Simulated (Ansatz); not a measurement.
# Run report: WSe$_{2}$, single-point calculation (part 1 of 2)

System: WSe$_{2}$ (P6₃/mmc, 42 atoms in the cell).
Method: DFT PBE+D3(BJ), scalar-relativistic, plane waves, PAW, no spin polarisation (Ansatz 0.2.0).

The structure derives from a Materials Project entry. It belongs to a series of runs on one base structure; here: the perfect crystal in a cell of 42 atoms.

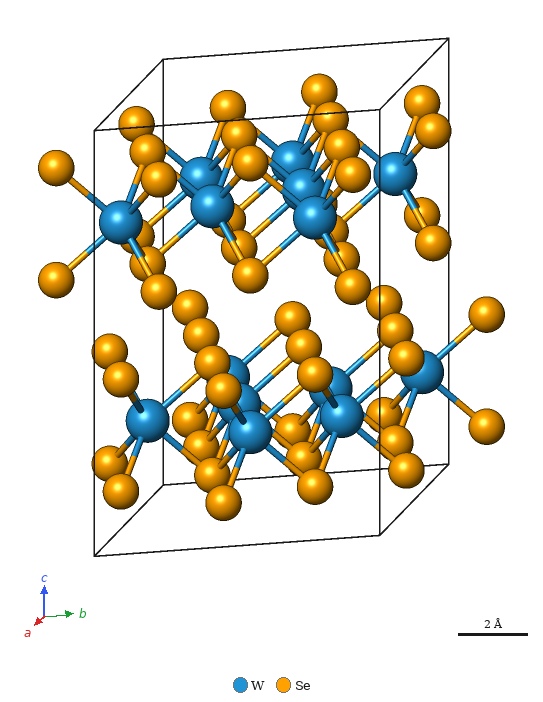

**Figure 1.** The structure (ball-and-stick view of the cell of the calculation, seen slightly off an axis; bonded neighbours outside the cell are drawn too). An atom can appear more than once, as a periodic image. Near neighbours in the periodic cell (some may lie outside the picture): W has 6 Se at 2.53 Å; Se has 3 W at 2.53 Å.

**Key numbers**

| quantity | value |
| --- | --- |
| outcome | converged |
| space group (tolerance 0.01 Å) | P6₃/mmc (194) |
| electrons treated | 644 |
| free energy | −298564.0428 eV |
| Fermi energy | 13.927 eV |
| gap on the k-point mesh | 1.17 eV |
| pressure | 0.01 GPa |
| largest force (length of the vector) | 0.006 eV/Å |
| hardware | 4 threads of Intel Xeon (Granite Rapids), 16 GiB of memory available, shared host |
| wall time | 14 s (CPU time 49 s) |
| peak memory | 5.2 GiB |

**Remarks**

Spin–orbit coupling is left out, which matters for W.

**Input file**
```yaml
crystal:
  lattice:
    - [1.639520277, -8.5191972597, 0.0]
    - [6.5580811083, 5.6794648397, 0.0]
    - [0.0, 0.0, 12.7928245273]
  atoms:
    - { symbol: W, position: [0.9047619048, 0.5238095238, 0.2500158825] }
    - { symbol: W, position: [0.4761904762, 0.380952381, 0.2500158825] }
    - { symbol: W, position: [0.0476190476, 0.2380952381, 0.2500158825] }
    - { symbol: W, position: [0.7619047619, 0.8095238095, 0.2500158825] }
    - { symbol: W, position: [0.3333333333, 0.6666666667, 0.2500158825] }
    - { symbol: W, position: [0.619047619, 0.0952380952, 0.2500158825] }
    - { symbol: W, position: [0.1904761905, 0.9523809524, 0.2500158825] }
    - { symbol: W, position: [0.6666666667, 0.3333333333, 0.7499841175] }
    - { symbol: W, position: [0.2380952381, 0.1904761905, 0.7499841175] }
    - { symbol: W, position: [0.8095238095, 0.0476190476, 0.7499841175] }
    - { symbol: W, position: [0.5238095238, 0.619047619, 0.7499841175] }
    - { symbol: W, position: [0.0952380952, 0.4761904762, 0.7499841175] }
    - { symbol: W, position: [0.380952381, 0.9047619048, 0.7499841175] }
    - { symbol: W, position: [0.9523809524, 0.7619047619, 0.7499841175] }
    - { symbol: Se, position: [0.6666666667, 0.3333333333, 0.3816757888] }
    - { symbol: Se, position: [0.2380952381, 0.1904761905, 0.3816757888] }
    - { symbol: Se, position: [0.8095238095, 0.0476190476, 0.3816757888] }
    - { symbol: Se, position: [0.5238095238, 0.619047619, 0.3816757888] }
    - { symbol: Se, position: [0.0952380952, 0.4761904762, 0.3816757888] }
    - { symbol: Se, position: [0.380952381, 0.9047619048, 0.3816757888] }
    - { symbol: Se, position: [0.9523809524, 0.7619047619, 0.3816757888] }
    - { symbol: Se, position: [0.9047619048, 0.5238095238, 0.8816435852] }
    - { symbol: Se, position: [0.4761904762, 0.380952381, 0.8816435852] }
    - { symbol: Se, position: [0.0476190476, 0.2380952381, 0.8816435852] }
    - { symbol: Se, position: [0.7619047619, 0.8095238095, 0.8816435852] }
    - { symbol: Se, position: [0.3333333333, 0.6666666667, 0.8816435852] }
    - { symbol: Se, position: [0.619047619, 0.0952380952, 0.8816435852] }
    - { symbol: Se, position: [0.1904761905, 0.9523809524, 0.8816435852] }
    - { symbol: Se, position: [0.6666666667, 0.3333333333, 0.1183564148] }
    - { symbol: Se, position: [0.2380952381, 0.1904761905, 0.1183564148] }
    - { symbol: Se, position: [0.8095238095, 0.0476190476, 0.1183564148] }
    - { symbol: Se, position: [0.5238095238, 0.619047619, 0.1183564148] }
    - { symbol: Se, position: [0.0952380952, 0.4761904762, 0.1183564148] }
    - { symbol: Se, position: [0.380952381, 0.9047619048, 0.1183564148] }
    - { symbol: Se, position: [0.9523809524, 0.7619047619, 0.1183564148] }
    - { symbol: Se, position: [0.9047619048, 0.5238095238, 0.6183242112] }
    - { symbol: Se, position: [0.4761904762, 0.380952381, 0.6183242112] }
    - { symbol: Se, position: [0.0476190476, 0.2380952381, 0.6183242112] }
    - { symbol: Se, position: [0.7619047619, 0.8095238095, 0.6183242112] }
    - { symbol: Se, position: [0.3333333333, 0.6666666667, 0.6183242112] }
    - { symbol: Se, position: [0.619047619, 0.0952380952, 0.6183242112] }
    - { symbol: Se, position: [0.1904761905, 0.9523809524, 0.6183242112] }
basis:
  ecutwfc: 420
  xc_grid: 2
kpoints:
  mp_grid: { grid: [2, 2, 2], shift: [0.0, 0.0, 0.0] }
hamiltonian:
  xc: pbe
  dispersion: d3bj
scf:
  occupations: { method: gaussian, width: 0.01 }
output:
  forces: true
  stress: true
  eigenvalues: true
```

Run as:
```bash
ansatz run input.yaml --threads 4 --pin off --max-ram 10240MiB --backend cpu --events-out ev --progress --plain --runs-dir out
```

**The program's output**
```
Engine: ansatz 0.2.0, x86_64-unknown-linux-gnu
Pseudopotentials: kind: paw
Pseudopotential: W, paw, valence charge 14, recommended cutoff 420 eV (normal), W.paw.azcp
Pseudopotential: Se, paw, valence charge 16, recommended cutoff 420 eV (normal), Se.paw.azcp
Functional definition: PBE
  parameter kappa = 0.804
  parameter beta = 0.06672455060314922
  exchange = pbe_x(kappa = kappa, mu = beta*pi^2/3)
  correlation = pbe_c(beta = beta)
Crystal: 42 atoms, lattice volume = 833.851 Å³
Basis set: ecut = 420 eV, 16321 PW (Γ), exchange–correlation on 120×120×180 points (8 copies of the dense FFT grid, shifted against one another)
Bands: 387, of which v1, the nominal top of the filled ones, is band 322 counted from 1 (321 counted from 0)
Symmetry: 42 space group operations
Space group: P-3m1 (ITA 164), of the structure as read, at distance tolerance 9.4e-5 Å
k-points: 4 of 8
Non-local potential: W, projectors of the file, l = 0: 3, l = 1: 2, l = 2: 2, l = 3: 1
Non-local potential: Se, projectors of the file, l = 0: 2, l = 1: 2, l = 2: 3, l = 3: 1
PAW form: soft (Blöchl's): semilocal exchange-correlation on the pseudo side does not see the compensation charge
PAW one-centre angular grid: W, 590 points (default); XC on 64 Gauss nodes
PAW one-centre angular grid: Se, 590 points (default); XC on 64 Gauss nodes
Initial density: superposition of atomic densities (neutral atoms: chi_scale 0, normalization atom), corrected by the library's trained network
Initial wavefunctions: pseudopotential atomic-orbital guess
Functional: x = pbe(κ = 0.804, μ = 0.2195149727645171), c = pbe(β = 0.06672455060314922)
SCF iter   1: F=—  HF=-298563.958071 eV  |F-HF|=—  |Δ(HF+E_count)|=         —  Δρ=4.42e-3  dr2=5.79e-2  ethr=1.77e-3  ⟨swp⟩=6.0  Hψ=6168  notcnv=0  defer=52
preconditioner: auto → Resta (q_TF=auto, 2.613 Å⁻¹)  ε∞=6.4  [insulator: Δε(μ)=1.172 eV  Ē_g=8.767 eV  σ=0.010 eV  W_gap=1.00  n_scr=262 (ndim 8)  ℏωp=20.4 eV  f_vac=0.034  D(μ)=0.00/eV (n_scr^D=0)  ε∞_Penn≈6.4]
SCF iter   2: F=—  HF=-298564.012821 eV  |F-HF|=—  |Δ(HF+E_count)|=   5.48e-2  Δρ=2.55e-3  dr2=1.34e-2  ethr=9.00e-6  ⟨swp⟩=2.0  Hψ=2344  notcnv=0  defer=226
SCF iter   3: F=—  HF=-298564.040695 eV  |F-HF|=—  |Δ(HF+E_count)|=   2.79e-2  Δρ=7.54e-4  dr2=4.95e-3  ethr=2.08e-6  ⟨swp⟩=2.0  Hψ=1860  notcnv=0  defer=170
automatic band count: iteration 3 solves 373 bands in place of 387: the levels show a gap, and the empty bands left out lie too high to hold charge; the band table lists the bands solved (type scf.n_extra_bands for more)
SCF iter   4: F=—  HF=-298564.042196 eV  |F-HF|=—  |Δ(HF+E_count)|=   1.50e-3  Δρ=7.39e-5  dr2=2.33e-5  ethr=7.68e-7  ⟨swp⟩=2.0  Hψ=1774  notcnv=0  defer=170
SCF iter   5: F=—  HF=-298564.042820 eV  |F-HF|=—  |Δ(HF+E_count)|=   6.24e-4  Δρ=2.97e-5  dr2=5.25e-6  ethr=3.62e-9  ⟨swp⟩=2.0  Hψ=2554  notcnv=0  defer=170
SCF iter   6: F=—  HF=-298564.042827 eV  |F-HF|=—  |Δ(HF+E_count)|=   7.20e-6  Δρ=1.04e-5  dr2=9.86e-7  ethr=8.15e-10  ⟨swp⟩=2.0  Hψ=2554  notcnv=0  defer=170
SCF iter   7: F=-298564.042829 eV  HF=-298564.042828 eV  |F-HF|=6.27e-8  |Δ(HF+E_count)|=   1.37e-6  Δρ=2.21e-6  dr2=5.65e-8  ethr=1.55e-11  ⟨swp⟩=8.0  Hψ=6807  notcnv=0
SCF 1 converged in 7 iterations: F = -298564.042829 eV  dr2 = 5.65e-8
  greatest PAW one-centre occupation: 1.000 electrons in one spin orbital (limit 2), on the Se atom at site 41 (counted from 0), in its partial waves of l = 2
```

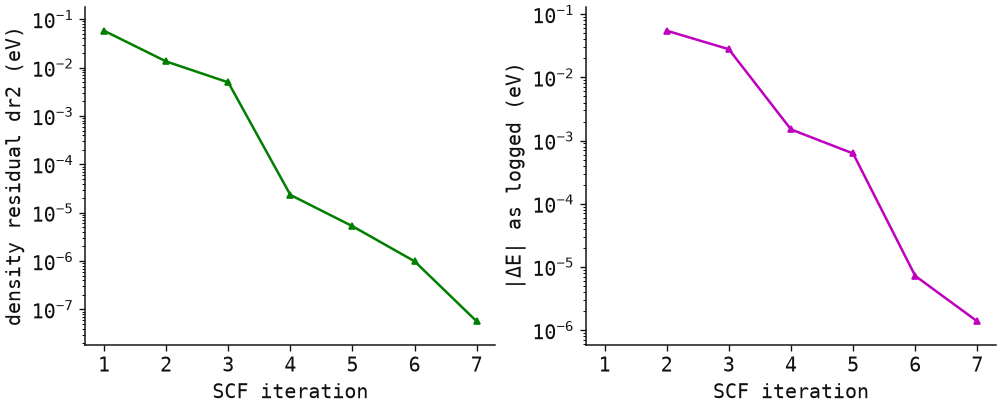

**Figure 2.** Convergence of the self-consistent field: density residual dr2 and size of the energy change against the SCF iteration. The residual falls at every step.

```
SCF converged after 7 iterations
Free energy (F): -298564.042829 eV
Harris-Foulkes:  -298564.042828 eV  (|F-HF|=6.27e-8)
Internal energy: -298564.042829 eV  (E = F + TS)
E sigma→0 (E₀):  -298564.042829 eV
Fermi energy:    13.926756 eV
--- Per-component energies (eV) ---
  E_band       = -11546.871257
  E_kinetic    = 9659.551614
  E_local      = -77589.533837  (includes V_loc(G=0)·N_el)
  E_nonlocal   = -16657.992693
  E_hartree    = 37395.930314
  E_xc         = -6674.612706
  E_vxc        = -6119.488279  (∫ρ·V_xc dr)
  E_paw        = -173397.770148  (= ΣΔE_a)
  E_vpaw       = 4368.718472  (= ΣTr[D̂ρ^β])
  E_aug_tail   = -0.017559  (compensation charges beyond the density's cutoff)
  E_ewald      = -71279.629769
  E_disp       = -19.968045  (pairwise vdW)
  E_smearing   = -0.000000  (= −TS)
  E_closure    = 0.000000  (closes the sum)
  Σ components = -298564.042829   (vs F -298564.042829, Δ=0.00e0)
--- Forces (eV/Å), atoms counted from 1 ---
  atom   1  W      0.00000000    -0.00000000    -0.00002993
  atom   2  W      0.00000000    -0.00000000    -0.00002993
  atom   3  W     -0.00000000    -0.00000000    -0.00002993
  atom   4  W      0.00000000    -0.00000000    -0.00002993
  atom   5  W      0.00000000    -0.00000000    -0.00002993
  atom   6  W      0.00000000    -0.00000000    -0.00002993
  atom   7  W      0.00000000    -0.00000000    -0.00002993
  atom   8  W      0.00000000     0.00000000     0.00002993
  atom   9  W      0.00000000     0.00000000     0.00002993
  atom  10  W      0.00000000     0.00000000     0.00002993
  atom  11  W      0.00000000     0.00000000     0.00002993
  atom  12  W      0.00000000     0.00000000     0.00002993
  atom  13  W     -0.00000000     0.00000000     0.00002993
  atom  14  W      0.00000000     0.00000000     0.00002993
  atom  15  Se     0.00000000    -0.00000000     0.00516935
  atom  16  Se    -0.00000000     0.00000000     0.00516935
  atom  17  Se     0.00000000     0.00000000     0.00516935
  atom  18  Se     0.00000000    -0.00000000     0.00516935
  atom  19  Se     0.00000000     0.00000000     0.00516935
  atom  20  Se     0.00000000    -0.00000000     0.00516935
  atom  21  Se    -0.00000000     0.00000000     0.00516935
  atom  22  Se     0.00000000    -0.00000000     0.00566087
  atom  23  Se     0.00000000     0.00000000     0.00566087
  atom  24  Se     0.00000000    -0.00000000     0.00566087
  atom  25  Se    -0.00000000    -0.00000000     0.00566087
  atom  26  Se     0.00000000     0.00000000     0.00566087
  atom  27  Se     0.00000000    -0.00000000     0.00566087
  atom  28  Se     0.00000000    -0.00000000     0.00566087
  atom  29  Se    -0.00000000    -0.00000000    -0.00566087
  atom  30  Se     0.00000000     0.00000000    -0.00566087
  atom  31  Se    -0.00000000    -0.00000000    -0.00566087
  atom  32  Se    -0.00000000    -0.00000000    -0.00566087
  atom  33  Se     0.00000000     0.00000000    -0.00566087
  atom  34  Se    -0.00000000     0.00000000    -0.00566087
  atom  35  Se     0.00000000     0.00000000    -0.00566087
  atom  36  Se     0.00000000    -0.00000000    -0.00516935
  atom  37  Se     0.00000000     0.00000000    -0.00516935
  atom  38  Se     0.00000000     0.00000000    -0.00516935
  atom  39  Se    -0.00000000    -0.00000000    -0.00516935
  atom  40  Se     0.00000000     0.00000000    -0.00516935
  atom  41  Se     0.00000000     0.00000000    -0.00516935
  atom  42  Se    -0.00000000     0.00000000    -0.00516935
  max |Σ_I F_I| component: 2.21e-17 eV/Å
--- Stress (GPa, compression-positive) ---
        0.027695       0.000000      -0.000000
       -0.000000       0.027695       0.000000
       -0.000000       0.000000      -0.027677
  P = ⅓ Tr σ = 0.0092 GPa (0.092 kbar)
--- Band table (eV) ---
```
